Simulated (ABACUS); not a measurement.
Run report: Sn, band-structure run (part 1 of 3)

The run: band-structure run of Sn (2 atoms in the cell). Method and program: Kohn-Sham DFT of a periodic cell, r2SCAN, SG15 ONCV 1.2 PBE, no spin polarisation (ABACUS 3.10.1).

The structure derives from an entry of the Crystallography Open Database.

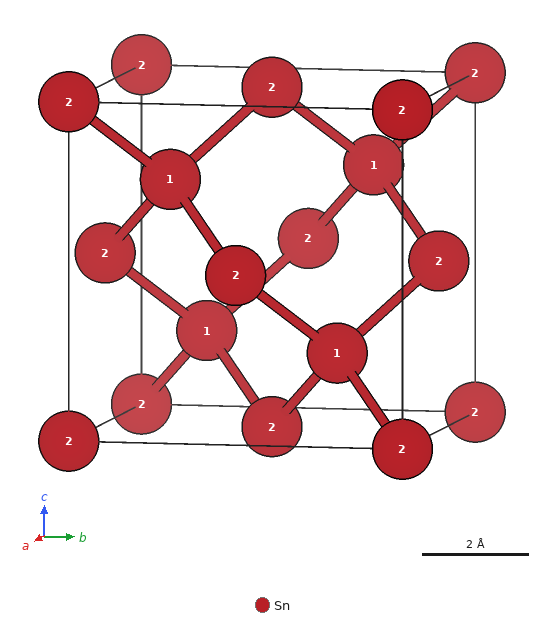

The structure as given in the input (ball-and-stick view of the cell 4 times as large as that of the calculation, set on its symmetry axes, seen slightly off an axis; atoms are numbered from 1 in the order of the input). Near neighbours in the crystal (not all of them lie inside the picture): Sn has 4 Sn at 2.80 Å.

**Summary**

| quantity | value |
| --- | --- |
| outcome | converged |
| space group (tolerance 0.01 Å) | Fd-3m (227) |
| electrons treated | 28 |
| free energy | −3262.9992 eV |
| Fermi energy of the self-consistent step | 9.274 eV |
| gap on the k-point mesh | none (metallic) |
| pressure | 1.79 GPa |
| largest force (length of the vector) | under 0.001 eV/Å |
| hardware | 4 threads of Intel Xeon (Granite Rapids), 16 GiB of memory available, shared host |
| wall time | 14 s (CPU time 53 s) |
| peak memory | 0.44 GiB |

**Notes**

Points of doubt noted for this run: home made orbitals.

**The input**
```python
"""ABACUS run from a structure file: ASE reads it, the script writes STRU, KPT and INPUT."""
import re
import subprocess
import spglib
from ase import Atoms
from ase.io import read
from ase.units import Bohr

atoms = read("Sn.cif")
cell, frac, numbers = spglib.standardize_cell((atoms.cell[:], atoms.get_scaled_positions(), atoms.numbers), to_primitive=True, symprec=1e-4)
atoms = Atoms(numbers=numbers, cell=cell, scaled_positions=frac, pbc=True)  # the primitive cell
atoms = atoms[(-atoms.numbers).argsort(kind="stable")]  # ABACUS lists atoms element by element
pseudo = {'Sn': 'Sn_ONCV_PBE-1.2.upf'}
orbital = {'Sn': 'Sn_confined-atom_8au_2s2p2d.orb'}
magmoms = None
kmesh = [5, 5, 5]
params = {
    'suffix': 'Sn',
    'calculation': 'scf',
    'basis_type': 'lcao',
    'pseudo_dir': './',
    'orbital_dir': './',
    'symmetry': 1,
    'dft_functional': 'MGGA_X_R2SCAN+MGGA_C_R2SCAN',
    'ecutwfc': 100,
    'pseudo_rcut': 10,
    'nspin': 1,
    'nbands': 24,
    'ks_solver': 'genelpa',
    'smearing_method': 'fd',
    'smearing_sigma': 0.00367493,
    'scf_thr': 1e-07,
    'scf_nmax': 100,
    'mixing_type': 'broyden',
    'mixing_beta': 0.7,
    'cal_force': 1,
    'cal_stress': 1,
    'mixing_tau': 1,
    'out_mul': 1,
    'out_chg': 1,
}

symbols = atoms.get_chemical_symbols()
elements = list(dict.fromkeys(symbols))
lines = ["ATOMIC_SPECIES"] + [f"{e} {atoms.get_masses()[symbols.index(e)]:.4f} {pseudo[e]}" for e in elements]
if orbital:
    lines += ["", "NUMERICAL_ORBITAL"] + [orbital[e] for e in elements]
lines += ["", "LATTICE_CONSTANT", f"{1 / Bohr:.10f}", "", "LATTICE_VECTORS"]
lines += [" ".join(f"{x:.10f}" for x in v) for v in atoms.cell]
lines += ["", "ATOMIC_POSITIONS", "Direct"]
for e in elements:
    lines += ["", e, "0.0", str(symbols.count(e))]
    for i, p in enumerate(atoms.get_scaled_positions(wrap=False)):
        if symbols[i] == e:
            mag = "" if magmoms is None else " mag " + " ".join(str(x) for x in (magmoms[i] if isinstance(magmoms[i], list) else [magmoms[i]]))
            lines.append(" ".join(f"{x:.10f}" for x in p) + " 1 1 1" + mag)
open("STRU", "w").write("\n".join(lines) + "\n")
open("KPT", "w").write("K_POINTS\n0\nGamma\n%d %d %d 0 0 0\n" % tuple(kmesh))
open("INPUT", "w").write("INPUT_PARAMETERS\n" + "".join(f"{k:<20s}{v}\n" for k, v in params.items()))

done = subprocess.run(['mpirun', '-np', '4', 'abacus'])
if done.returncode:
    raise SystemExit(done.returncode)
log = open("OUT.Sn/running_scf.log").read()
print("final energy (eV):", re.findall(r"FINAL_ETOT_IS (\S+)", log))
```

**File Sn.cif**
```
data_Sn
_cell_length_a 6.46668560
_cell_length_b 6.46668560
_cell_length_c 6.46668560
_cell_angle_alpha 90.00000000
_cell_angle_beta 90.00000000
_cell_angle_gamma 90.00000000
_space_group_name_H-M_alt 'Fd-3m'
_space_group_name_Hall 'F 4d 2 3 -1d'
_space_group_IT_number 227
loop_
_space_group_symop_operation_xyz
'x,y,z'
'-y+1/4,x+1/4,z+1/4'
'-x,-y+1/2,z+1/2'
'y+3/4,-x+1/4,z+3/4'
'x,-y,-z'
'-y+1/4,-x+3/4,-z+3/4'
'-x,y+1/2,-z+1/2'
'y+3/4,x+3/4,-z+1/4'
'z,x,y'
'z+1/4,-y+1/4,x+1/4'
'z+1/2,-x,-y+1/2'
'z+3/4,y+3/4,-x+1/4'
'-z,x,-y'
'-z+3/4,-y+1/4,-x+3/4'
'-z+1/2,-x,y+1/2'
'-z+1/4,y+3/4,x+3/4'
'y,z,x'
'x+1/4,z+1/4,-y+1/4'
'-y+1/2,z+1/2,-x'
'-x+1/4,z+3/4,y+3/4'
'-y,-z,x'
'-x+3/4,-z+3/4,-y+1/4'
'y+1/2,-z+1/2,-x'
'x+3/4,-z+1/4,y+3/4'
'-x+1/4,-y+1/4,-z+1/4'
'y,-x,-z'
'x+1/4,y+3/4,-z+3/4'
'-y+1/2,x,-z+1/2'
'-x+1/4,y+1/4,z+1/4'
'y,x+1/2,z+1/2'
'x+1/4,-y+3/4,z+3/4'
'-y+1/2,-x+1/2,z'
'-z+1/4,-x+1/4,-y+1/4'
'-z,y,-x'
'-z+3/4,x+1/4,y+3/4'
'-z+1/2,-y+1/2,x'
'z+1/4,-x+1/4,y+1/4'
'z+1/2,y,x+1/2'
'z+3/4,x+1/4,-y+3/4'
'z,-y+1/2,-x+1/2'
'-y+1/4,-z+1/4,-x+1/4'
'-x,-z,y'
'y+3/4,-z+3/4,x+1/4'
'x,-z+1/2,-y+1/2'
'y+1/4,z+1/4,-x+1/4'
'x+1/2,z+1/2,y'
'-y+3/4,z+3/4,x+1/4'
'-x+1/2,z,-y+1/2'
'x,y+1/2,z+1/2'
'-y+1/4,x+3/4,z+3/4'
'-x,-y,z'
'y+3/4,-x+3/4,z+1/4'
'x,-y+1/2,-z+1/2'
'-y+1/4,-x+1/4,-z+1/4'
'-x,y,-z'
'y+3/4,x+1/4,-z+3/4'
'z,x+1/2,y+1/2'
'z+1/4,-y+3/4,x+3/4'
'z+1/2,-x+1/2,-y'
'z+3/4,y+1/4,-x+3/4'
'-z,x+1/2,-y+1/2'
'-z+3/4,-y+3/4,-x+1/4'
'-z+1/2,-x+1/2,y'
'-z+1/4,y+1/4,x+1/4'
'y,z+1/2,x+1/2'
'x+1/4,z+3/4,-y+3/4'
'-y+1/2,z,-x+1/2'
'-x+1/4,z+1/4,y+1/4'
'-y,-z+1/2,x+1/2'
'-x+3/4,-z+1/4,-y+3/4'
'y+1/2,-z,-x+1/2'
'x+3/4,-z+3/4,y+1/4'
'-x+1/4,-y+3/4,-z+3/4'
'y,-x+1/2,-z+1/2'
'x+1/4,y+1/4,-z+1/4'
'-y+1/2,x+1/2,-z'
'-x+1/4,y+3/4,z+3/4'
'y,x,z'
'x+1/4,-y+1/4,z+1/4'
'-y+1/2,-x,z+1/2'
'-z+1/4,-x+3/4,-y+3/4'
'-z,y+1/2,-x+1/2'
'-z+3/4,x+3/4,y+1/4'
'-z+1/2,-y,x+1/2'
'z+1/4,-x+3/4,y+3/4'
'z+1/2,y+1/2,x'
'z+3/4,x+3/4,-y+1/4'
'z,-y,-x'
'-y+1/4,-z+3/4,-x+3/4'
'-x,-z+1/2,y+1/2'
'y+3/4,-z+1/4,x+3/4'
'x,-z,-y'
'y+1/4,z+3/4,-x+3/4'
'x+1/2,z,y+1/2'
'-y+3/4,z+1/4,x+3/4'
'-x+1/2,z+1/2,-y'
'x+1/2,y,z+1/2'
'-y+3/4,x+1/4,z+3/4'
'-x+1/2,-y+1/2,z'
'y+1/4,-x+1/4,z+1/4'
'x+1/2,-y,-z+1/2'
'-y+3/4,-x+3/4,-z+1/4'
'-x+1/2,y+1/2,-z'
'y+1/4,x+3/4,-z+3/4'
'z+1/2,x,y+1/2'
'z+3/4,-y+1/4,x+3/4'
'z,-x,-y'
'z+1/4,y+3/4,-x+3/4'
'-z+1/2,x,-y+1/2'
'-z+1/4,-y+1/4,-x+1/4'
'-z,-x,y'
'-z+3/4,y+3/4,x+1/4'
'y+1/2,z,x+1/2'
'x+3/4,z+1/4,-y+3/4'
'-y,z+1/2,-x+1/2'
'-x+3/4,z+3/4,y+1/4'
'-y+1/2,-z,x+1/2'
'-x+1/4,-z+3/4,-y+3/4'
'y,-z+1/2,-x+1/2'
'x+1/4,-z+1/4,y+1/4'
'-x+3/4,-y+1/4,-z+3/4'
'y+1/2,-x,-z+1/2'
'x+3/4,y+3/4,-z+1/4'
'-y,x,-z'
'-x+3/4,y+1/4,z+3/4'
'y+1/2,x+1/2,z'
'x+3/4,-y+3/4,z+1/4'
'-y,-x+1/2,z+1/2'
'-z+3/4,-x+1/4,-y+3/4'
'-z+1/2,y,-x+1/2'
'-z+1/4,x+1/4,y+1/4'
'-z,-y+1/2,x+1/2'
'z+3/4,-x+1/4,y+3/4'
'z,y,x'
'z+1/4,x+1/4,-y+1/4'
'z+1/2,-y+1/2,-x'
'-y+3/4,-z+1/4,-x+3/4'
'-x+1/2,-z,y+1/2'
'y+1/4,-z+3/4,x+3/4'
'x+1/2,-z+1/2,-y'
'y+3/4,z+1/4,-x+3/4'
'x,z+1/2,y+1/2'
'-y+1/4,z+3/4,x+3/4'
'-x,z,-y'
'x+1/2,y+1/2,z'
'-y+3/4,x+3/4,z+1/4'
'-x+1/2,-y,z+1/2'
'y+1/4,-x+3/4,z+3/4'
'x+1/2,-y+1/2,-z'
'-y+3/4,-x+1/4,-z+3/4'
'-x+1/2,y,-z+1/2'
'y+1/4,x+1/4,-z+1/4'
'z+1/2,x+1/2,y'
'z+3/4,-y+3/4,x+1/4'
'z,-x+1/2,-y+1/2'
'z+1/4,y+1/4,-x+1/4'
'-z+1/2,x+1/2,-y'
'-z+1/4,-y+3/4,-x+3/4'
'-z,-x+1/2,y+1/2'
'-z+3/4,y+1/4,x+3/4'
'y+1/2,z+1/2,x'
'x+3/4,z+3/4,-y+1/4'
'-y,z,-x'
'-x+3/4,z+1/4,y+3/4'
'-y+1/2,-z+1/2,x'
'-x+1/4,-z+1/4,-y+1/4'
'y,-z,-x'
'x+1/4,-z+3/4,y+3/4'
'-x+3/4,-y+3/4,-z+1/4'
'y+1/2,-x+1/2,-z'
'x+3/4,y+1/4,-z+3/4'
'-y,x+1/2,-z+1/2'
'-x+3/4,y+3/4,z+1/4'
'y+1/2,x,z+1/2'
'x+3/4,-y+1/4,z+3/4'
'-y,-x,z'
'-z+3/4,-x+3/4,-y+1/4'
'-z+1/2,y+1/2,-x'
'-z+1/4,x+3/4,y+3/4'
'-z,-y,x'
'z+3/4,-x+3/4,y+1/4'
'z,y+1/2,x+1/2'
'z+1/4,x+3/4,-y+3/4'
'z+1/2,-y,-x+1/2'
'-y+3/4,-z+3/4,-x+1/4'
'-x+1/2,-z+1/2,y'
'y+1/4,-z+1/4,x+1/4'
'x+1/2,-z,-y+1/2'
'y+3/4,z+3/4,-x+1/4'
'x,z,y'
'-y+1/4,z+1/4,x+1/4'
'-x,z+1/2,-y+1/2'
loop_
_atom_site_label
_atom_site_type_symbol
_atom_site_symmetry_multiplicity
_atom_site_Wyckoff_symbol
_atom_site_fract_x
_atom_site_fract_y
_atom_site_fract_z
_atom_site_occupancy
Sn1 Sn 8 a 0.2500000000 0.2500000000 0.2500000000 1
```

**File INPUT**
```
INPUT_PARAMETERS
suffix              Sn
calculation         scf
basis_type          lcao
pseudo_dir          ./
orbital_dir         ./
symmetry            1
dft_functional      MGGA_X_R2SCAN+MGGA_C_R2SCAN
ecutwfc             100
pseudo_rcut         10
nspin               1
nbands              24
ks_solver           genelpa
smearing_method     fd
smearing_sigma      0.00367493
scf_thr             1e-07
scf_nmax            100
mixing_type         broyden
mixing_beta         0.7
cal_force           1
cal_stress          1
mixing_tau          1
out_mul             1
out_chg             1
```

**File STRU**
```
ATOMIC_SPECIES
Sn 118.7100 Sn_ONCV_PBE-1.2.upf

NUMERICAL_ORBITAL
Sn_confined-atom_8au_2s2p2d.orb

LATTICE_CONSTANT
1.8897261258

LATTICE_VECTORS
0.0000000000 3.2333428000 3.2333428000
3.2333428000 0.0000000000 3.2333428000
3.2333428000 3.2333428000 0.0000000000

ATOMIC_POSITIONS
Direct

Sn
0.0
2
0.2500000000 0.2500000000 0.2500000000 1 1 1
0.0000000000 0.0000000000 -0.0000000000 1 1 1
```

**File KPT**
```
K_POINTS
0
Gamma
5 5 5 0 0 0
```

Launch command:
```bash
OMP_NUM_THREADS=1 python run_abacus.py > log
```

**The program's output**
```
ABACUS v3.10.1

               Atomic-orbital Based Ab-initio Computation at UStc

 ------------------------------------------------------------------------------------

 READING GENERAL INFORMATION
                           global_out_dir = OUT.Sn/
                           global_in_card = INPUT
                               pseudo_dir = ./
                              orbital_dir = ./
                                    DSIZE = 4
                                    GSIZE = 1

 READING UNITCELL INFORMATION
                                    ntype = 1
                  lattice constant (Bohr) = 1.88973
              lattice constant (Angstrom) = 1

 READING ATOM TYPE 1
                               atom label = Sn
                      L=0, number of zeta = 2
                      L=1, number of zeta = 2
                      L=2, number of zeta = 2
             number of atom for this type = 2

                        TOTAL ATOM NUMBER = 2
DIRECT COORDINATES
    atom                   x                   y                   z     mag                  vx                  vy                  vz
taud_Sn1            0.2500000000        0.2500000000        0.2500000000  0.0000        0.0000000000        0.0000000000        0.0000000000
taud_Sn2            0.0000000000        0.0000000000        0.0000000000  0.0000        0.0000000000        0.0000000000        0.0000000000

                          Volume (Bohr^3) = 456.228
                             Volume (A^3) = 67.6059

 Lattice vectors: (Cartesian coordinate: in unit of a_0)
                   +0            +3.23334            +3.23334
             +3.23334                  +0            +3.23334
             +3.23334            +3.23334                  +0
 Reciprocal vectors: (Cartesian coordinate: in unit of 2 pi/a_0)
            -0.154639           +0.154639           +0.154639
            +0.154639           -0.154639           +0.154639
            +0.154639           +0.154639           -0.154639
 The esolver type has been set to : ksdft_lcao

                PAO radial cut off (Bohr) = 10
```
